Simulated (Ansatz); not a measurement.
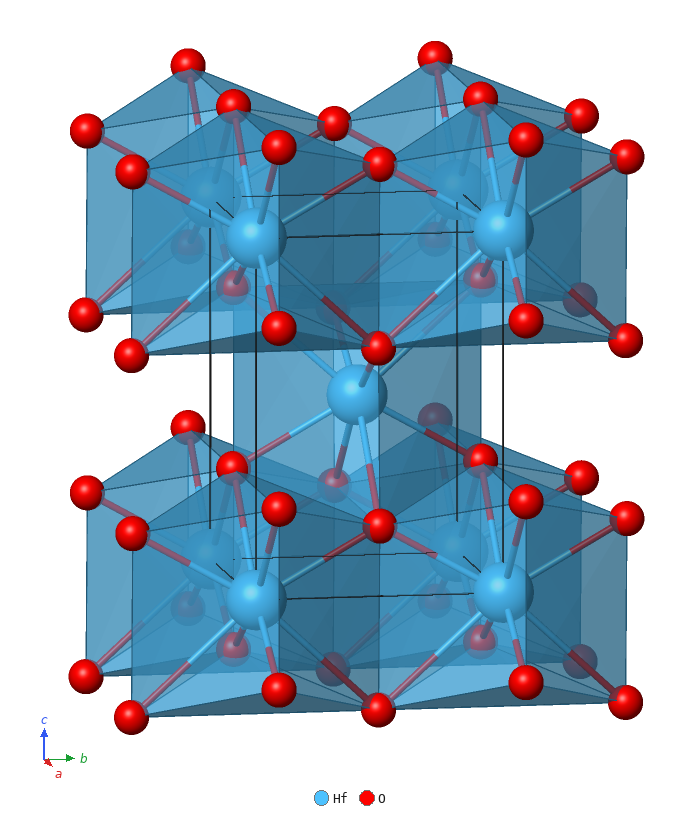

We look at a polyhedral model of the crystal slightly off an axis. The outline marks the conventional unit cell. Some neighbours outside the box are added.

HfO$_{2}$, space group Pm (No. 6), a = 3.60 Å, b = 3.60 Å, c = 5.26 Å, α = 90.00°, β = 90.00°, γ = 90.00°.

Method used: Ansatz 0.2.0, DFT PBE, scalar-relativistic, plane waves, PAW. It ran with plane waves to 420 eV, k-points on a 6×6×4 grid, Gaussian smearing of 0.05 eV, no spin polarisation.

Metal or not?

An insulator at this level, with a gap of 4.69 eV on the k-mesh (the true edges may lie between mesh points, so the gap can be somewhat smaller).

Give the pressure and its sign.

The computed pressure is 1.8 GPa (compressed: it would expand). The stress isn't hydrostatic: its largest component is 3.2 GPa.

The model was built from a structure listed in the Materials Project. The cell was then strained or its atoms displaced on purpose. It was run through Ansatz as a DFT input.

At this level of theory the cell isn't at rest (forces up to 2.1 eV/Å), so its distances can differ from those at equilibrium, the more so the softer the solid.
